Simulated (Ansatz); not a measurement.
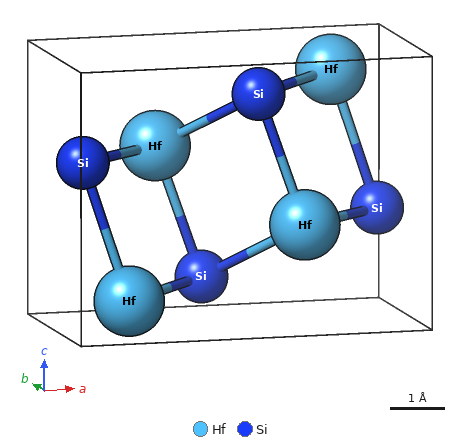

This is the input geometry for a relaxation of crystalline HfSi (set up in Pnma). The picture is a ball-and-stick view of the cell of the calculation, seen slightly off an axis.

All numbers below come from DFT PBEsol, scalar-relativistic, plane waves, PAW in Ansatz 0.2.0.

Input file:
```yaml
crystal:
  lattice:
    - [6.86239649, 0.0, 0.0]
    - [0.0, 3.76822566, 0.0]
    - [0.0, 0.0, 5.22344715]
  atoms:
    - { symbol: Hf, position: [0.67514414, 0.25, 0.3743924] }
    - { symbol: Hf, position: [0.32485586, 0.75, 0.6256076] }
    - { symbol: Hf, position: [0.82485586, 0.75, 0.8743924] }
    - { symbol: Hf, position: [0.17514414, 0.25, 0.1256076] }
    - { symbol: Si, position: [0.54312423, 0.25, 0.86087047] }
    - { symbol: Si, position: [0.45687577, 0.75, 0.13912953] }
    - { symbol: Si, position: [0.95687577, 0.75, 0.36087047] }
    - { symbol: Si, position: [0.04312423, 0.25, 0.63912953] }
basis:
  ecutwfc: 420
kpoints:
  mp_grid: { grid: [6, 10, 8] }
hamiltonian:
  xc: pbesol
scf:
  occupations: { method: gaussian, width: 0.1 }
output:
  forces: true
  stress: true
  eigenvalues: true
relax:
  adjacent_minimum: "off"
  f_tol: 0.005
  max_steps: 80
  cell: { stress_tol: 0.05 }
```

Run as
```bash
ansatz run input.yaml --threads 8 --pin off --max-ram 20480MiB --backend cpu --events-out ev --progress --plain --runs-dir out
```

Question: What does the optimiser find from here?

Answer: Over 2 accepted moves (5 points after the start) the energy falls by 11.7 meV per cell of the calculation. The largest force component goes from 0.061 to 0.00037 eV/Å. The pressure goes from −1.96 to 0.00 GPa. The line search rejected the trial steps at points 1, 3 of the run. At 1 point the geometry stayed and the basis and grid were re-selected for the new cell (energy shift of 0.4 meV per cell of the calculation at most each time). The largest moves relative to the cell, 0.005 Å, are those of 8 atoms (Hf1, Hf2, Hf3, Hf4 and others). Hf1 goes along [1 0 −2]. By element the largest moves are Hf 0.005 Å, Si 0.005 Å. Cell: a 6.862 → 6.822 Å (−0.6 %), b 3.768 → 3.760 Å (−0.2 %), c 5.223 → 5.202 Å (−0.4 %). Volume −1.2 %. Among the contacts that change: Hf1–Hf3 3.380 → 3.366 Å, Hf1–Si8 2.879 → 2.865 Å, Hf1–Si5 2.698 → 2.686 Å, Hf1–Si5 (another image) 2.831 → 2.821 Å. The space group stays Pnma (No. 62).

Step by step:

```
step  E − E(0), meV/atom  largest force component, eV/Å  pressure, GPa  volume, Å³/atom                      note
   0                0.00                         0.0612          -1.96           16.884                          
   1                0.87                         0.0683           2.65           16.414                  rejected
   2               -1.51                         0.0066          -0.05           16.681                          
   3               -1.51                         0.0085           0.01           16.673                  rejected
   4               -1.51                         0.0004           0.00           16.676                          
   5               -1.46                         0.0004           0.00           16.676  same geometry, new basis
```
